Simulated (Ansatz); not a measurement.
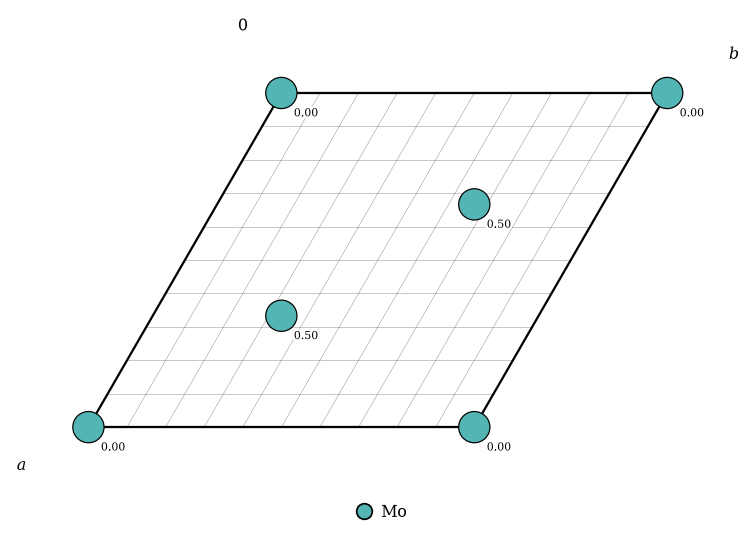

Plan of a unit cell projected along c (a down the page, b across); the numbers are heights as fractions of c, and atoms on the cell's edges are repeated. The grid marks tenths of a and b. Source: the input geometry of an electronic-structure calculation (not necessarily at equilibrium); the starting structure was generated, so it need not be a known form of this composition. Geometry calculated from the standardised cell; symmetry tolerance 0.002 Å.

a = 4.738 Å, b = 4.738 Å, c = 2.592 Å, α = 90.00°, β = 90.00°, γ = 120.00°.

What does the cell contain?

3 Mo: Mo, Z = 3.

Which space group?

No. 191, P6/mmm, primitive hexagonal.

Give the fractional coordinates of all atoms, to two places.

```tsv
atom	x	y	z
Mo	0.00	0.00	0.00
Mo	0.33	0.67	0.50
Mo	0.67	0.33	0.50
```
